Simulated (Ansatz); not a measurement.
GaN (18 atoms in the cell), run with Ansatz.

```
crystal:
  lattice:
    - [9.66, 0.0, 0.0]
    - [0.0, 10.43, 0.0]
    - [0.0, 0.0, 3.72268777]
  atoms:
    - { symbol: Ga, position: [0.4454256204, 0.3308467, 1.0543273731], spin: 0.3 }
    - { symbol: Ga, position: [0.3361973116, 0.5103848791, 1.0139636138], spin: 0.3 }
    - { symbol: Ga, position: [0.5665731162, 0.4952572069, 0.9898205416], spin: 0.3 }
    - { symbol: Ga, position: [0.4377598982, 0.6729003822, 1.014017657], spin: 0.3 }
    - { symbol: Ga, position: [0.6605068402, 0.6744052236, 1.054593651], spin: 0.3 }
    - { symbol: Ga, position: [0.4278169856, 0.42487253, 0.4812906414], spin: 0.3 }
    - { symbol: Ga, position: [0.3484907157, 0.6121727518, 0.5024907283], spin: 0.3 }
    - { symbol: Ga, position: [0.6473033422, 0.4529205798, 0.5439429245], spin: 0.3 }
    - { symbol: Ga, position: [0.5634271494, 0.6425849924, 0.4819668064], spin: 0.3 }
    - { symbol: "N", position: [0.4491636592, 0.303086079, 0.3764550236], spin: 0.3 }
    - { symbol: "N", position: [0.3205126602, 0.4988519812, 0.3581855949], spin: 0.3 }
    - { symbol: "N", position: [0.5504101843, 0.5038792716, 0.351624286], spin: 0.3 }
    - { symbol: "N", position: [0.4406723013, 0.6911404363, 0.3583232481], spin: 0.3 }
    - { symbol: "N", position: [0.6885337731, 0.6845440387, 0.3769392172], spin: 0.3 }
    - { symbol: "N", position: [0.4346049694, 0.4336965522, 0.8510847078], spin: 0.3 }
    - { symbol: "N", position: [0.3296815156, 0.6223427846, 0.8494001961], spin: 0.3 }
    - { symbol: "N", position: [0.677784563, 0.437001286, 0.8651301677], spin: 0.3 }
    - { symbol: "N", position: [0.5585256508, 0.6326562194, 0.8514436215], spin: 0.3 }
basis:
  ecutwfc: 420
kpoints:
  mp_grid: { grid: [1, 1, 6] }
hamiltonian:
  xc: pbe
scf:
  occupations: { method: gaussian, width: 0.05 }
  lower_state_search: "off"
  max_iter: 80
output:
  forces: true
  eigenvalues: true
  stress: true
magnetization:
  spin_polarized: true
```

Launched with:
```bash
ansatz run input.yaml --threads 4 --pin off --max-ram 11264MiB --backend cpu --events-out ev --progress --plain --runs-dir out
```

Question: What does the convergence history look like?

Answer: The run converged; it took 16 iterations. The residual falls at every step. The program keeps the magnetisation out of the quasi-Newton mixer until iteration 6 and then restarts the mixer with it. From the first spectrum the program read the system as an insulator and chose the Resta preconditioner. The program put off closing at iteration 13, as the moment had not settled. The net moment stays at 0.00 μB per cell. ∫|m| ends at 0.0 μB, so the magnetism dies out. The input holds a fault (a lattice far too small). The SCF closed all the same, which doesn't make the results meaningful for the real system.

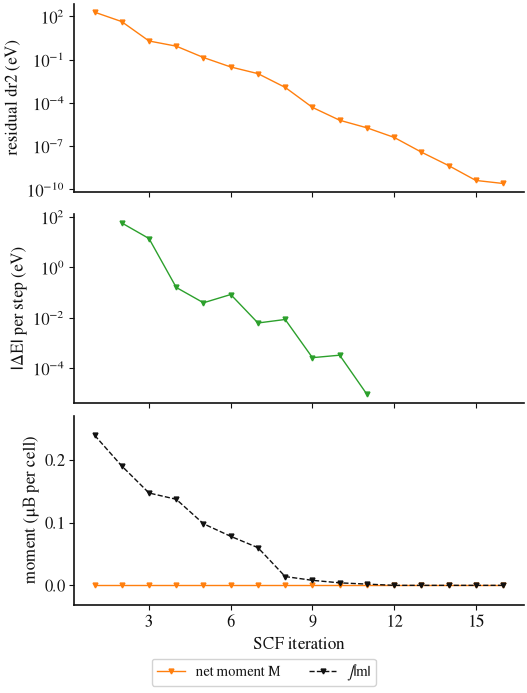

SCF iterations of a calculation: density residual dr2, step-to-step change of the Harris–Foulkes energy, magnetic moments. Energy differences below 3 × 10⁻⁶ eV aren't drawn. dr2 is the charge part; the magnetisation has a residual of its own.
